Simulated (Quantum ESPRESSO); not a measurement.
# KCl (Sylvite): phonons by linear response, part 3 of 5

How does KCl (Sylvite) vibrate, and is this structure a minimum?

Quantum ESPRESSO 7.5; DFT LDA, scalar-relativistic, plane waves, PseudoDojo norm-conserving pseudopotentials.

So far, highest frequency (cm⁻¹): step 7 (dispersion) 222.

**10. Sum rules set otherwise (asr crystal)**

The rule can be imposed in more than one way; the choices should agree where the raw error is small.

Contents of dynmat.in:

```
&input
   fildyn = 'x.dyn1'
   asr = 'crystal'
   fileig = 'dynmat.eig'
   lperm = .true.
/
```

On the command line:

```sh
$ dynmat.x -in dynmat.in > dynmat.out
```

Numbers of over 12 decimals in the logs are rounded to 6 here.

Output:

```text
[banner, memory and clock lines left out]
Program DYNMAT v.7.5

     Reading Dynamical Matrix from file x.dyn1
     ...Force constants read
     ...epsilon and Z* read
     Acoustic Sum Rule: || Z*(ASR) - Z*(orig)|| =    6.933687E-04
     Acoustic Sum Rule: ||dyn(ASR) - dyn(orig)||=    6.646811E-06
     A direction for q was not specified:TO-LO splitting will be absent

     Polarizability (A^3 units)
     multiply by 0.664950 for Clausius-Mossotti correction
         6.742552    0.000000    0.000000
         0.000000    6.742552    0.000000
         0.000000    0.000000    6.742552

     IR activities are in (D/A)^2/amu units

# mode   [cm-1]    [THz]      IR
    1     -0.00   -0.0000    0.0000
    2     -0.00   -0.0000    0.0000
    3     -0.00   -0.0000    0.0000
    4    161.53    4.8425    1.5283
    5    161.53    4.8425    1.5283
    6    161.53    4.8425    1.5283

Electronic dielectric permittivity tensor (relative, adimensional)
         2.511617    0.000000    0.000000
         0.000000    2.511617    0.000000
         0.000000    0.000000    2.511617

 ... with zone-center polar mode contributions
         4.740333    0.000000    0.000000
         0.000000    4.740333    0.000000
         0.000000    0.000000    4.740333
```

Run time: 0.45 s. Hardware: 1 thread of Arm Neoverse V1, shared host.

Zone-centre frequencies as printed; negative means imaginary. Modes:

```
mode  frequency (cm⁻¹)
   1                 0
   2                 0
   3                 0
   4             161.5
   5             161.5
   6             161.5
```

Against the first rule no mode moves by more than 0.1 cm⁻¹.

**11. Sum rules set otherwise: a sum rule for molecules or wires on a crystal**

This rule also removes rotations, which suits wires and not a crystal; it is tried to see the harm.

Contents of dynmat.in:

```
&input
   fildyn = 'x.dyn1'
   asr = 'one-dim'
   fileig = 'dynmat.eig'
   lperm = .true.
/
```

On the command line:

```sh
$ dynmat.x -in dynmat.in > dynmat.out
```

Output:

```text
[banner, memory and clock lines left out]
Program DYNMAT v.7.5

     Reading Dynamical Matrix from file x.dyn1
     ...Force constants read
     ...epsilon and Z* read
asr rotation axis in 1D system=    3
     Acoustic Sum Rule: || Z*(ASR) - Z*(orig)|| =    1.569450E+00
     Acoustic Sum Rule: ||dyn(ASR) - dyn(orig)||=    7.343295E-02
     A direction for q was not specified:TO-LO splitting will be absent

     Polarizability (A^3 units)
     multiply by 0.664950 for Clausius-Mossotti correction
         6.742552    0.000000    0.000000
         0.000000    6.742552    0.000000
         0.000000    0.000000    6.742552

     IR activities are in (D/A)^2/amu units

# mode   [cm-1]    [THz]      IR
    1     -0.00   -0.0000    0.0000
    2     -0.00   -0.0000    0.0000
    3     -0.00   -0.0000    0.0000
    4      0.00    0.0000    0.0000
    5    161.53    4.8425    1.5283
    6    161.53    4.8425    1.5283

Electronic dielectric permittivity tensor (relative, adimensional)
         2.511617    0.000000    0.000000
         0.000000    2.511617    0.000000
         0.000000    0.000000    2.511617

 ... with zone-center polar mode contributions
         3.625975   -1.114358    0.000000
        -1.114358    3.625975    0.000000
         0.000000    0.000000    4.740333
```

The job ended after 0.45 s (1 thread).

The run ended normally, but on settings that are not sound.

The fault: a sum rule for molecules or wires on a crystal; 1 optical mode is projected out to zero frequency, as if it were a rotation, and the static dielectric tensor is spoilt.

For a crystal the rule has to be 'simple' or 'crystal'.

Zone-centre frequencies as printed; negative means imaginary. Modes:

```
mode  frequency (cm⁻¹)
   1                 0
   2                 0
   3                 0
   4                 0
   5             161.5
   6             161.5
```

**12. The LO-TO splitting (1 0 0)**

A longitudinal polar mode sets up a macroscopic field that stiffens it; the term hangs on the direction from which q goes to zero.

Contents of dynmat.in:

```
&input
   fildyn = 'x.dyn1'
   asr = 'simple'
   fileig = 'dynmat.eig'
   q(1) = 1.0
   q(2) = 0.0
   q(3) = 0.0
/
```

On the command line:

```sh
$ dynmat.x -in dynmat.in > dynmat.out
```

Output:

```text
[banner, memory and clock lines left out]
Program DYNMAT v.7.5

     Reading Dynamical Matrix from file x.dyn1
     ...Force constants read
     ...epsilon and Z* read

     Polarizability (A^3 units)
     multiply by 0.664950 for Clausius-Mossotti correction
         6.742552    0.000000    0.000000
         0.000000    6.742552    0.000000
         0.000000    0.000000    6.742552

     IR activities are in (D/A)^2/amu units

# mode   [cm-1]    [THz]      IR
    1     -0.00   -0.0000    0.0000
    2     -0.00   -0.0000    0.0000
    3     -0.00   -0.0000    0.0000
    4    161.53    4.8426    1.5283
    5    161.53    4.8426    1.5283
    6    221.91    6.6528    1.5283
```

Run time: 0.45 s. Hardware: 1 thread.

This step gave:

* highest mode moved by the LO-TO term: 221.9 cm⁻¹

Zone-centre frequencies as printed; negative means imaginary. Modes:

```
mode  frequency (cm⁻¹)
   1                 0
   2                 0
   3                 0
   4             161.5
   5             161.5
   6             221.9
```

The field moves one mode, from 162 to 222 cm⁻¹; the others stay.

**13. The dispersion under another sum rule (asr all)**

The sum rule corrects the force constants themselves, so it can shift branches at any wavevector, low ones most.

Contents of matdyn.in:

```
&input
   asr = 'all'
   flfrc = 'x.fc'
   flfrq = 'x.freq'
   flvec = 'x.modes'
   q_in_band_form = .true.
   q_in_cryst_coord = .true.
/
8
  0.0000000   0.0000000   0.0000000   8  ! GAMMA
 -0.0000000   0.5000000   0.5000000   8  ! X
 -0.0000000   0.6250000   0.3750000   1  ! U
 -0.3750000   0.3750000  -0.0000000   8  ! K
  0.0000000   0.0000000   0.0000000   8  ! GAMMA
 -0.0000000   0.5000000  -0.0000000   8  ! L
 -0.2500000   0.5000000   0.2500000   8  ! W
 -0.0000000   0.5000000   0.5000000   1  ! X
```

On the command line:

```sh
$ matdyn.x -in matdyn.in > matdyn.out
```

Output:

```text
[banner, memory and clock lines left out]
Program MATDYN v.7.5

 mass for atomic type   1 not given; uses mass from file x.fc
 mass for atomic type   2 not given; uses mass from file x.fc

     WARNING: To use asr = 'all' for infrared-active solids, i.e., solids with nonzero
     Born effective charge, one must set read_lr = .true. in the matdyn.x input. Also,
     the flfrc file must have been constructed with write_lr = .true. in the q2r.x input.
     If the system is infrared inactive and you have nonzero Born effective charge due to
     numerical noise, you can ignore this warning.

 Norm of the difference between old and new effective charges:    8.015e-17

 Huang before:    1   1   1   2,   residual stress:  -0.000000
 Huang before:    1   1   1   3,   residual stress:  -0.000000
 Huang before:    1   1   2   2,   residual stress:  -3e-16
 Huang before:    1   1   2   3,   residual stress:   0.000000
 Huang before:    1   1   3   3,   residual stress:   0.000000
 Huang before:    1   2   1   3,   residual stress:  -0.000000
 Huang before:    1   2   2   2,   residual stress:   0.000000
 Huang before:    1   2   2   3,   residual stress:  -0.000000
 Huang before:    1   2   3   3,   residual stress:   0.000000
 Huang before:    1   3   2   2,   residual stress:   0.000000
 Huang before:    1   3   2   3,   residual stress:  -0.000000
 Huang before:    1   3   3   3,   residual stress:   0.000000
 Huang before:    2   2   2   3,   residual stress:   0.000000
 Huang before:    2   2   3   3,   residual stress:   3e-16
 Huang before:    2   3   3   3,   residual stress:  -0.000000

 Norm of the difference between old and new force-constants:   8.30851e-07

   You are using asr="all", please consider citing C. Lin, S. Ponc\'e and N. Marzari, npj Comput Mater 8, 236 (2022).
```

Run time: 0.53 s. Hardware: 1 thread.

At the labelled points the branches move by no more than 0.1 cm⁻¹. The log warns that this rule wants the long-range part of the force constants stored apart (write_lr, read_lr) in a polar crystal, which was not done.

**14. A changed mass**

Force constants don't depend on the masses, so an isotope effect costs no new response.

Contents of matdyn.in:

```
&input
   asr = 'simple'
   flfrc = 'x.fc'
   flfrq = 'x.freq'
   flvec = 'x.modes'
   q_in_band_form = .true.
   q_in_cryst_coord = .true.
   amass(1) = 39.098
   amass(2) = 70.9
/
8
  0.0000000   0.0000000   0.0000000   8  ! GAMMA
 -0.0000000   0.5000000   0.5000000   8  ! X
 -0.0000000   0.6250000   0.3750000   1  ! U
 -0.3750000   0.3750000  -0.0000000   8  ! K
  0.0000000   0.0000000   0.0000000   8  ! GAMMA
 -0.0000000   0.5000000  -0.0000000   8  ! L
 -0.2500000   0.5000000   0.2500000   8  ! W
 -0.0000000   0.5000000   0.5000000   1  ! X
```

On the command line:

```sh
$ matdyn.x -in matdyn.in > matdyn.out
```

Output:

```text
[banner, memory and clock lines left out]
Program MATDYN v.7.5
```

Elapsed: 0.51 s, on 1 thread.

Matdyn.x, sum rule simple. Phonon branches along the path, in cm⁻¹:

```
    point  branch 1  branch 2  branch 3  branch 4  branch 5  branch 6
        Γ         0         0         0       139       139       191
        X        46        46        83       144       144       153
        U        66        76        83       135       146       150
jump to K        66        76        83       135       146       150
        Γ         0         0         0       139       139       191
        L        89        89       112       116       116       167
        W        69        69        95       129       148       148
        X        46        46        83       144       144       153
```

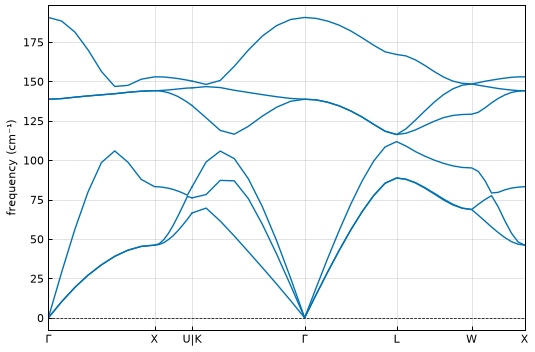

Phonon branches along the path.

The top of the path falls from 222 to 191 cm⁻¹, a ratio of 0.86; a mode of that atom alone would give 0.71.

**15. Self-consistent run for the response, volume × 0.97**

Bonds stiffen under compression, so frequencies follow the volume; the atoms are not relaxed anew.

Contents of scf.in:

```
&control
   calculation = 'scf'
   prefix = 'x'
   outdir = './tmp'
   pseudo_dir = './pseudo'
   tprnfor = .true.
   tstress = .true.
/
&system
   ibrav = 2
   celldm(1) = 11.36423569
   nat = 2
   ntyp = 2
   ecutwfc = 79.0
   occupations = 'fixed'
   nbnd = 10
/
&electrons
   conv_thr = 1.0d-12
   mixing_beta = 0.7
   electron_maxstep = 100
/
ATOMIC_SPECIES
 K      39.0983  K.upf
 Cl     35.4500  Cl.upf
ATOMIC_POSITIONS crystal
 K      0.000000000   0.000000000   0.000000000
 Cl     0.500000000   0.500000000   0.500000000
K_POINTS automatic
 8 8 8 0 0 0
```

On the command line:

```sh
$ OMP_NUM_THREADS=1 mpirun -n 4 pw.x -nk 4 -in scf.in > scf.out
```

Output:

```text
[banners, grids, parts of the stress and lines that vanish by symmetry left out]
[banner, memory and clock lines left out]
Program PWSCF v.7.5

[...]
kinetic-energy cutoff     =      79.0000  Ry
     charge density cutoff     =     316.0000  Ry
     scf convergence threshold =      1.0E-12
[...]
Exchange-correlation= SLA  PW   NOGX NOGC
                           (   1   4   0   0   0   0   0)
[...]
48 Sym. Ops., with inversion, found
[...]
number of k points=    29
[...]
End of self-consistent calculation
[...]
highest occupied, lowest unoccupied level (ev):     1.6464    6.8792
!    total energy              =     -92.93294951 Ry
[...]
convergence has been achieved in  10 iterations
[...]
atom    1 type  1   force =     0.00000000    0.00000000    0.00000000
     atom    2 type  2   force =     0.00000000    0.00000000    0.00000000
     Total force =     0.000000     Total SCF correction =     0.000000
[...]
total   stress  (Ry/bohr**3)                   (kbar)     P=        7.97
[...]
XML data file, charge density, pseudopotentials, collected wavefunctions
```

It took 8.8 s on 4 MPI ranks.

This step gave:

| Property | Result |
| --- | --- |
| volume per atom | 27.19 Å³ |
| pressure | 0.797 GPa |
| gap on the k-mesh | 5.233 eV |

(Continued in part 4 of 5.)

[Host names and launcher messages were left out of these logs when they were recorded.]

[Logs are printed without paths, hosts, clocks, repeated set-up lines and the standing remarks that a program may print on its own settings, such as how far it seeks lower states.]

[Hosts, paths, dates, database ids (printed as entryN), source tags and the programs' standing remarks are cut or masked in the printed files.]
